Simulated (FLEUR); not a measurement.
# free-standing square Co monolayer, spacing 2.5 A: cost and accuracy of the basis cutoff

Aim: see how far the moments and order energies of free-standing square Co monolayer, spacing 2.5 A move with the basis cutoff, and what each rung costs.

Method: PBE; all-electron FLAPW film, Dirac cores, scalar-relativistic bands, in FLEUR MaX-R8.1.

## Step 1: The structure

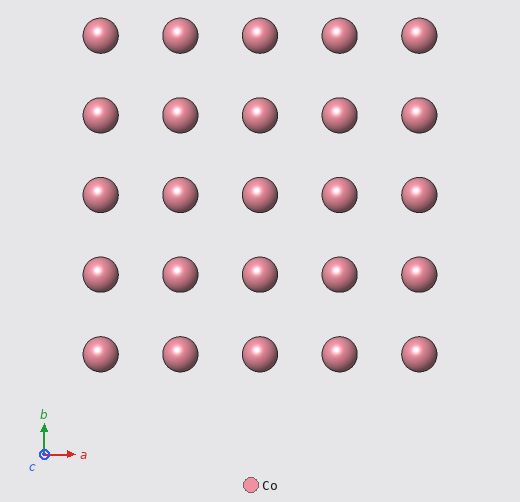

The cell as given, from above (cobalt pink). 4×4×1 cells are drawn. Some periodic images of atoms are drawn too.

The cell holds 1 atom: 1 Co. Its edges and angles: a = 2.500 Å, b = 2.500 Å, c = 14.000 Å, α = 90.0°, β = 90.0°, γ = 90.0°. Model lattice. Vacuum lies along c.

As a file:

```xyz
1
Lattice="2.5000 0.0000 0.0000 0.0000 2.5000 0.0000 0.0000 0.0000 14.0000" Properties=species:S:1:pos:R:3
Co    0.0000    0.0000    7.0000
```

## Step 2: Rung 1 (Kmax 2.2 1/bohr), start ferro +

The ladder starts at a small basis and climbs, to see from where on the results stand still.

inpgen writes inp.xml from crystal.txt; cutoffs, mixing, functional, smearing and local orbitals are then set in the file. The k list default-1 (kpts.xml, not shown) is a Γ-centred 12×12×1 mesh; where the ranks do not divide the number of points, some are split in two of half the weight.

inp.xml reads:

```
<?xml version="1.0" encoding="UTF-8" standalone="no"?>
<fleurInput fleurInputVersion="0.39">
   <comment>
      Co
   </comment>
   <calculationSetup>
      <cutoffs Kmax="2.2" Gmax="6.6" GmaxXC="6.6" numbands="0"/>
      <scfLoop itmax="120" minDistance="0.00002" maxIterBroyd="15" imix="Anderson" alpha="0.03" precondParam="0.0" spinf="2.0" sdNocoIR="T"/>
      <coreElectrons ctail="T" frcor="F" kcrel="0" coretail_lmax="0"/>
      <xcFunctional name="pbe" relativisticCorrections="F"/>
      <magnetism jspins="2"/>
      <soc l_soc="F" theta="0.0" phi="0.0" spav="F"/>
      <expertModes spex="0" secvar="F"/>
      <geometryOptimization l_f="F" forcealpha="1.0" forcemix="BFGS" epsdisp="0.00001" epsforce="0.00001"/>
      <ldaU l_linMix="F" mixParam="0.05" spinf="1.0"/>
   </calculationSetup>
   <cell>
      <bzIntegration valenceElectrons="17.0" mode="hist" fermiSmearingEnergy="0.00110248">
         <kPointListSelection listName="default-1"/>
         <xi:include xmlns:xi="http://www.w3.org/2001/XInclude" href="kpts.xml"> </xi:include>
      </bzIntegration>
      <xi:include xmlns:xi="http://www.w3.org/2001/XInclude" href="sym.xml"> </xi:include>
      <filmLattice scale="1.0" dVac="5.28" dTilda="7.78">
         <bravaisMatrixFilm>
            <row-1>    4.7243153114999998     0.0000000000000000</row-1>
            <row-2>    0.0000000000000000     4.7243153114999998</row-2>
         </bravaisMatrixFilm>
         <vacuumEnergyParameters vacuum="1" spinUp="-.25" spinDown="-.25"/>
      </filmLattice>
   </cell>
   <atomSpecies>
      <species name="Cobalt (Co2.000" element="Co" atomicNumber="27">
         <mtSphere radius="2.24" gridPoints="741" logIncrement="0.016"/>
         <atomicCutoffs lmax="6" lnonsphr="4"/>
         <electronConfig flipSpins="F">
            <coreConfig>(1s1/2) (2s1/2) (2p1/2) (2p3/2)</coreConfig>
            <valenceConfig>(3s1/2) (3p1/2) (3p3/2) (4s1/2) (3d3/2) (3d5/2)</valenceConfig>
            <stateOccupation state="(3d3/2)" spinUp="1.5" spinDown="1.3"/>
            <stateOccupation state="(3d5/2)" spinUp="3.0" spinDown="1.2"/>
         </electronConfig>
         <energyParameters s="4" p="4" d="3" f="4"/>
         <lo type="SCLO" l="0" n="3" eDeriv="0"/>
         <lo type="SCLO" l="1" n="3" eDeriv="0"/>
      </species>
   </atomSpecies>
   <atomGroups>
      <atomGroup species="Cobalt (Co2.000">
         <filmPos label="                   1">.0000000000 .0000000000 .0000000000</filmPos>
         <force calculate="T" relaxXYZ="TTT"/>
      </atomGroup>
   </atomGroups>
   <output dos="F" band="F" slice="F">
      <bandDOS minEnergy="-.5*Htr" maxEnergy="0.5*Htr" sigma="0.015" storeEVData="T"/>
      <plotting iplot="0" polar="F">
         <plot TwoD="T" vec1="  1.0  0.0  0.0" vec2="  0.0  1.0  0.0" vec3="  0.0  0.0  1.0" zero="  0.0  0.0 -0.5" file="plot"/>
      </plotting>
      <moessbauerParams electricFieldGradient="F" isomerShift="F" coreHyperfine="F" valenceHyperfine="F"/>
   </output>
</fleurInput>
```

crystal.txt reads:

```
Co
&input film=T cartesian=F /
2.50000000000  0.00000000000  0.00000000000
0.00000000000  2.50000000000  0.00000000000
0.00000000000  0.00000000000  1.00000000000
1.8897261246
1.0 1.0 1.0

1
27 0.00000000000  0.00000000000  0.00000000000 : 2.000

&kpt div1=12 div2=12 div3=1 gamma=T /
```

On the command line:

```console
$ OMP_NUM_THREADS=1 inpgen -f crystal.txt > inpgen.log  # inp.xml is then edited as shown
$ OMP_NUM_THREADS=1 mpirun -n 2 fleur_MPI > fleur.log
```

What it wrote:

```text
Welcome to FLEUR        (www.flapw.de)
      MaX-Release 8.1          (www.max-centre.eu)

 ========== k-point set info ==========
 Selected k-point list: default-1
 k-point list type: mesh
 12 x 12 x 1
 Number of k points: 28

 ------------Calculation Setup---------------------------
 Number of MPI-tasks      :            2
 Number of PE/node        :            2
 Number of OMP-threads    :            1
 k-points in parallel     :            2
 pe's per k-point         :            1
 No of k-point loops      :           14
 Eigenvalue solver        :       lapack
 Number of basis functions:           43
 Approximate size of matrices (H+S) per k-point:         0.000 GB
 --------------------------------------------------------
 Iteration:     1   Distance:      53.37446937 me/bohr^3
 Iteration:     2   Distance:      44.89296055 me/bohr^3
 Iteration:     3   Distance:      16.72348241 me/bohr^3
 Iteration:     4   Distance:      16.32364358 me/bohr^3
 Iteration:     5   Distance:       8.18959383 me/bohr^3
 Iteration:     6   Distance:       8.36704208 me/bohr^3
 Iteration:     7   Distance:       6.54523785 me/bohr^3
 Iteration:     8   Distance:       4.96997009 me/bohr^3
 Iteration:     9   Distance:       4.90503866 me/bohr^3
 Iteration:    10   Distance:       0.65106787 me/bohr^3
 Iteration:    11   Distance:       0.73961214 me/bohr^3
 Iteration:    12   Distance:       0.64433909 me/bohr^3
 Iteration:    13   Distance:       0.09803989 me/bohr^3
 Iteration:    14   Distance:       0.11963154 me/bohr^3
 Iteration:    15   Distance:       0.06159635 me/bohr^3
 Iteration:    16   Distance:       0.05835867 me/bohr^3
 Iteration:    17   Distance:       0.04120576 me/bohr^3
 Iteration:    18   Distance:       0.00858568 me/bohr^3
 Iteration:    19   Distance:       0.00817514 me/bohr^3
 Iteration:    20   Distance:       0.00144871 me/bohr^3
 Iteration:    21   Distance:       0.00055366 me/bohr^3
 Iteration:    22   Distance:       0.00047131 me/bohr^3
 Iteration:    23   Distance:       0.00005397 me/bohr^3
 Iteration:    24   Distance:       0.00004012 me/bohr^3
 Iteration:    25   Distance:       0.00001103 me/bohr^3

 ********************************************************************
 Run finished successfully
 Stop message:
   all done
 ********************************************************************

--- out.xml (last complete iteration) ---
<iteration numberForCurrentRun="   25" overallNumber="   25">
         [... left out ...]
         <bandgap value="0.0521555387" units="eV"/>
         <sumValenceSingleParticleEnergies value="-25.1892026237" units="Htr"/>
         <FermiEnergy value="-0.2356140410" units="Htr"/>
         <valenceDensity>
            <mtCharges spin="1">
               <mtCharge atomType="1" total="8.2419812" s="1.1786228" p="3.0444986" d="3.9911547" f="0.0179836"/>
            </mtCharges>
            <mtCharges spin="2">
               <mtCharge atomType="1" total="7.0333029" s="1.1512113" p="3.0276229" d="2.8355308" f="0.0128043"/>
            </mtCharges>
            <spinDependentCharge spin="1" total="9.2333324" interstitial="0.9026739" mtSpheres="8.2419812" vacuum1="0.0443386"/>
            <spinDependentCharge spin="2" total="7.7666693" interstitial="0.6649493" mtSpheres="7.0333029" vacuum1="0.0342086"/>
            <totalCharge value="17.0000016704"/>
         </valenceDensity>
         [... left out ...]
         <magneticMomentsInMTSpheres units="muBohr">
            <globalMagMoment atomType="1" vec="0.00000   0.00000   1.20868"/>
            <localMagMoment atomType="1" vec="0.00000   0.00000   1.20868"/>
         </magneticMomentsInMTSpheres>
         [... left out ...]
         <totalEnergy value="    -1392.7728915543" units="Htr">
            <sumOfEigenvalues value="     -820.1250783758">
               <coreElectrons value="-794.9358757521"/>
               <valenceElectrons value="-25.1892026237"/>
            </sumOfEigenvalues>
            <densityCoulombPotentialIntegral value="-2157.0693643367"/>
            <densityEffectivePotentialIntegral value="-2234.1139593747"/>
            <chargeDenXCDenIntegral value="-59.3483962883"/>
            <FockExchangeEnergyValence value="0.0000000000"/>
            <FockExchangeEnergyCore value="0.0000000000"/>
         [... left out ...]
            <tkbTimesEntropy value="0.0001934392"/>
            <freeEnergy value="-1392.7730849935"/>
            <extrapolationTo0K value="-1392.7729882739"/>
         </totalEnergy>
         <densityConvergence units="me/bohr^3">
            <chargeDensity spin="1" distance="0.0000041256"/>
            <chargeDensity spin="2" distance="0.0000074267"/>
            <overallChargeDensity distance="0.0000047551"/>
            <spinDensity distance="0.0000110337"/>
         </densityConvergence>
      </iteration>
```

The job ended after 7 s (2 MPI ranks of Arm Neoverse V1, shared host; peak memory 0.09 GiB).

Spin moment in the muffin-tin sphere by atom:

```csv
atom,spin moment in the muffin-tin sphere (μB)
Co1,1.21
```

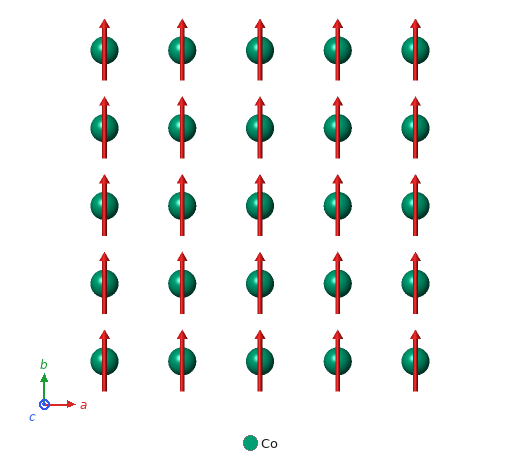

Spin moment in the muffin-tin sphere as arrows, the longest 1.21 μB. Up and down stand for the sign. Arrows give size and sign along the axis of quantisation, drawn up and down the page. 4×4×1 cells are drawn. Some periodic images of atoms are drawn too.

Numbers from this step:

```
free energy                                                       : -37899.2864 eV
program's band gap on this mesh (in a metal only a level spacing) : 0.05216 eV
magnetization                                                     : 1.467 μB
final state                                                       : ferromagnetic
```

After 25 cycles the largest moment stands at 1.21 μB.

## Step 3: Rung 1 (Kmax 2.2 1/bohr), start antiferro q=(1/2,1/2,0) +-

The second start gives the energy difference between the two end states, the quantity that is followed up the ladder. Its q is in fractions of the primitive cell's reciprocal vectors.

The k list default-1 (kpts.xml, not shown) is a Γ-centred 6×12×1 mesh.

inp.xml: that of step 2 with these lines changed.

```diff
@@ -17,3 +17,3 @@
    <cell>
-      <bzIntegration valenceElectrons="17.0" mode="hist" fermiSmearingEnergy="0.00110248">
+      <bzIntegration valenceElectrons="34.0" mode="hist" fermiSmearingEnergy="0.00110248">
          <kPointListSelection listName="default-1"/>
@@ -24,4 +24,4 @@
          <bravaisMatrixFilm>
-            <row-1>    4.7243153114999998     0.0000000000000000</row-1>
-            <row-2>    0.0000000000000000     4.7243153114999998</row-2>
+            <row-1>    9.4486306229999997     0.0000000000000000</row-1>
+            <row-2>    4.7243153114999998     4.7243153114999998</row-2>
          </bravaisMatrixFilm>
@@ -44,2 +44,15 @@
       </species>
+      <species name="Cobalt (Co-2.000" element="Co" atomicNumber="27">
+         <mtSphere radius="2.24" gridPoints="741" logIncrement="0.016"/>
+         <atomicCutoffs lmax="6" lnonsphr="4"/>
+         <electronConfig flipSpins="F">
+            <coreConfig>(1s1/2) (2s1/2) (2p1/2) (2p3/2)</coreConfig>
+            <valenceConfig>(3s1/2) (3p1/2) (3p3/2) (4s1/2) (3d3/2) (3d5/2)</valenceConfig>
+            <stateOccupation state="(3d3/2)" spinUp="1.3" spinDown="1.5"/>
+            <stateOccupation state="(3d5/2)" spinUp="1.2" spinDown="3.0"/>
+         </electronConfig>
+         <energyParameters s="4" p="4" d="3" f="4"/>
+         <lo type="SCLO" l="0" n="3" eDeriv="0"/>
+         <lo type="SCLO" l="1" n="3" eDeriv="0"/>
+      </species>
    </atomSpecies>
@@ -48,2 +61,6 @@
          <filmPos label="                   1">.0000000000 .0000000000 .0000000000</filmPos>
+         <force calculate="T" relaxXYZ="TTT"/>
+      </atomGroup>
+      <atomGroup species="Cobalt (Co-2.000">
+         <filmPos label="                   2">1.000/2.000 .0000000000 .0000000000</filmPos>
          <force calculate="T" relaxXYZ="TTT"/>
```

crystal.txt reads:

```
Co
&input film=T cartesian=F /
5.00000000000  0.00000000000  0.00000000000
2.50000000000  2.50000000000  0.00000000000
0.00000000000  0.00000000000  1.00000000000
1.8897261246
1.0 1.0 1.0

2
27 0.00000000000  0.00000000000  0.00000000000 : 2.000
27 0.50000000000  0.00000000000  0.00000000000 : -2.000

&kpt div1=6 div2=12 div3=1 gamma=T /
```

What it wrote:

```text
[banner, memory and clock lines left out]
Welcome to FLEUR        (www.flapw.de)
      MaX-Release 8.1          (www.max-centre.eu)

 ========== k-point set info ==========
 Selected k-point list: default-1
 k-point list type: mesh
 0 x 0 x 0
 Number of k points: 26

 [... set-up left out ...]
 Iteration:     1   Distance:      53.27992383 me/bohr^3
 Iteration:     2   Distance:      45.65869523 me/bohr^3
 Iteration:     3   Distance:      20.58991789 me/bohr^3
 Iteration:     4   Distance:      19.43138746 me/bohr^3
 Iteration:     5   Distance:       8.02933941 me/bohr^3
 Iteration:     6   Distance:       6.87816900 me/bohr^3
 Iteration:     7   Distance:       6.32226155 me/bohr^3
 Iteration:     8   Distance:      10.22567220 me/bohr^3
[... lines left out ...]
[... 15 iterations left out ...]
[... lines left out ...]
 Iteration:    30   Distance:       0.00041595 me/bohr^3
 Iteration:    31   Distance:       0.00022503 me/bohr^3
 Iteration:    32   Distance:       0.00011096 me/bohr^3
 Iteration:    33   Distance:       0.00010635 me/bohr^3
 Iteration:    34   Distance:       0.00003757 me/bohr^3
 Iteration:    35   Distance:       0.00000478 me/bohr^3

 ********************************************************************
 Run finished successfully
 Stop message:
   all done
 ********************************************************************

--- out.xml (last complete iteration) ---
<iteration numberForCurrentRun="   35" overallNumber="   35">
         [... left out ...]
         <bandgap value="0.0000000089" units="eV"/>
         <sumValenceSingleParticleEnergies value="-50.4124186072" units="Htr"/>
         <FermiEnergy value="-0.2359295669" units="Htr"/>
         [... left out ...]
         <magneticMomentsInMTSpheres units="muBohr">
            <globalMagMoment atomType="1" vec="0.00000   0.00000   1.05481"/>
            <globalMagMoment atomType="2" vec="0.00000   0.00000  -1.05481"/>
         </magneticMomentsInMTSpheres>
         [... left out ...]
         <totalEnergy value="    -2785.5477695375" units="Htr">
            <sumOfEigenvalues value="    -1640.2947820268">
               <coreElectrons value="-1589.8823634196"/>
               <valenceElectrons value="-50.4124186072"/>
            </sumOfEigenvalues>
         [... left out ...]
            <freeEnergy value="-2785.5484028822"/>
            <extrapolationTo0K value="-2785.5480862099"/>
         </totalEnergy>
         <densityConvergence units="me/bohr^3">
            <chargeDensity spin="1" distance="0.0000034974"/>
            <chargeDensity spin="2" distance="0.0000030792"/>
            <overallChargeDensity distance="0.0000045412"/>
            <spinDensity distance="0.0000047754"/>
         </densityConvergence>
      </iteration>
```

Elapsed: 19 s, on 2 MPI ranks; peak memory 0.13 GiB; 38 s of CPU time.

Spin moment in the muffin-tin sphere by atom:

```csv
atom,spin moment in the muffin-tin sphere (μB)
Co1,1.05
Co2,-1.05
```

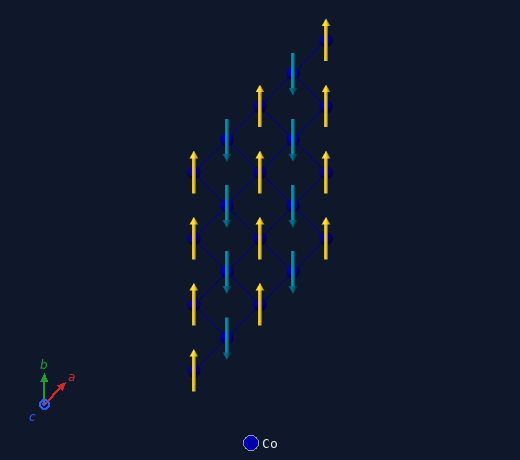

Spin moment in the muffin-tin sphere as arrows, the longest 1.05 μB. Up and down stand for the sign. Arrows give size and sign along the axis of quantisation, drawn up and down the page. The two directions have two colours. 2×3×1 cells are drawn. Some periodic images of atoms are drawn too.

Numbers from this step:

```
free energy                                                       : -75798.6335 eV
program's band gap on this mesh (in a metal only a level spacing) : 8.90e-9 eV
magnetization                                                     : 0 μB
final state                                                       : antiferromagnetic
```

This start lies -30.4 meV a seeded atom from the first; its largest moment is 1.05 μB.

## Step 4: Rung 2 (Kmax 2.75 1/bohr), start ferro +

The k list default-1 (kpts.xml, not shown) is a Γ-centred 12×12×1 mesh.

inp.xml: that of step 3 with these lines changed.

```diff
@@ -6,3 +6,3 @@
    <calculationSetup>
-      <cutoffs Kmax="2.2" Gmax="6.6" GmaxXC="6.6" numbands="0"/>
+      <cutoffs Kmax="2.75" Gmax="8.2" GmaxXC="8.2" numbands="0"/>
       <scfLoop itmax="120" minDistance="0.00002" maxIterBroyd="15" imix="Anderson" alpha="0.03" precondParam="0.0" spinf="2.0" sdNocoIR="T"/>
@@ -17,3 +17,3 @@
    <cell>
-      <bzIntegration valenceElectrons="34.0" mode="hist" fermiSmearingEnergy="0.00110248">
+      <bzIntegration valenceElectrons="17.0" mode="hist" fermiSmearingEnergy="0.00110248">
          <kPointListSelection listName="default-1"/>
@@ -24,4 +24,4 @@
          <bravaisMatrixFilm>
-            <row-1>    9.4486306229999997     0.0000000000000000</row-1>
-            <row-2>    4.7243153114999998     4.7243153114999998</row-2>
+            <row-1>    4.7243153114999998     0.0000000000000000</row-1>
+            <row-2>    0.0000000000000000     4.7243153114999998</row-2>
          </bravaisMatrixFilm>
@@ -44,15 +44,2 @@
       </species>
-      <species name="Cobalt (Co-2.000" element="Co" atomicNumber="27">
-         <mtSphere radius="2.24" gridPoints="741" logIncrement="0.016"/>
-         <atomicCutoffs lmax="6" lnonsphr="4"/>
-         <electronConfig flipSpins="F">
-            <coreConfig>(1s1/2) (2s1/2) (2p1/2) (2p3/2)</coreConfig>
-            <valenceConfig>(3s1/2) (3p1/2) (3p3/2) (4s1/2) (3d3/2) (3d5/2)</valenceConfig>
-            <stateOccupation state="(3d3/2)" spinUp="1.3" spinDown="1.5"/>
-            <stateOccupation state="(3d5/2)" spinUp="1.2" spinDown="3.0"/>
-         </electronConfig>
-         <energyParameters s="4" p="4" d="3" f="4"/>
-         <lo type="SCLO" l="0" n="3" eDeriv="0"/>
-         <lo type="SCLO" l="1" n="3" eDeriv="0"/>
-      </species>
    </atomSpecies>
@@ -61,6 +48,2 @@
          <filmPos label="                   1">.0000000000 .0000000000 .0000000000</filmPos>
-         <force calculate="T" relaxXYZ="TTT"/>
-      </atomGroup>
-      <atomGroup species="Cobalt (Co-2.000">
-         <filmPos label="                   2">1.000/2.000 .0000000000 .0000000000</filmPos>
          <force calculate="T" relaxXYZ="TTT"/>
```

crystal.txt reads:

```
Co
&input film=T cartesian=F /
2.50000000000  0.00000000000  0.00000000000
0.00000000000  2.50000000000  0.00000000000
0.00000000000  0.00000000000  1.00000000000
1.8897261246
1.0 1.0 1.0

1
27 0.00000000000  0.00000000000  0.00000000000 : 2.000

&kpt div1=12 div2=12 div3=1 gamma=T /
```

What it wrote:

```text
[banner, memory and clock lines left out]
Welcome to FLEUR        (www.flapw.de)
      MaX-Release 8.1          (www.max-centre.eu)

 ========== k-point set info ==========
 Selected k-point list: default-1
 k-point list type: mesh
 12 x 12 x 1
 Number of k points: 28

 [... set-up left out ...]
 Iteration:     1   Distance:       7.56721066 me/bohr^3
 Iteration:     2   Distance:       7.27601455 me/bohr^3
 Iteration:     3   Distance:       6.63248186 me/bohr^3
 Iteration:     4   Distance:       4.78539445 me/bohr^3
 Iteration:     5   Distance:       3.31984790 me/bohr^3
[...]
<sumOfEigenvalues value="     -816.7102662219">
               <coreElectrons value="-793.1070446528"/>
               <valenceElectrons value="-23.6032215691"/>
            </sumOfEigenvalues>
         [... left out ...]
            <freeEnergy value="-1393.3015858092"/>
            <extrapolationTo0K value="-1393.3014101062"/>
         </totalEnergy>
         <densityConvergence units="me/bohr^3">
            <chargeDensity spin="1" distance="0.0000006698"/>
            <chargeDensity spin="2" distance="0.0000077196"/>
            <overallChargeDensity distance="0.0000077084"/>
            <spinDensity distance="0.0000077887"/>
         </densityConvergence>
      </iteration>
```

Run time: 18 s. Hardware: 2 MPI ranks; peak memory 0.1 GiB; 36 s of CPU time.

Numbers from this step:

| Property | Result |
| --- | --- |
| free energy | -37913.6676 eV |
| program's band gap on this mesh (in a metal only a level spacing) | 0.03195 eV |
| magnetization | 1.958 μB |
| final state | ferromagnetic |
| largest moment | 1.951 μB |

The largest moment moves by +0.74 μB from rung 1, at 2.6 times its CPU time.

[end of part 1 of 3]

[Logs and program files are shortened in this print: banners, set-up blocks, solver, clock and traceback lines can be left out without a mark of their own.]

[Logs are printed without paths, hosts, clocks, repeated set-up lines and the standing remarks that a program may print on its own settings, such as how far it seeks lower states.]

[Hosts, paths, dates, database ids (printed as entryN), source tags and the programs' standing remarks are cut or masked in the printed files.]

[Where a cell is said to come from a database of computed structures, the database is the Materials Project.]
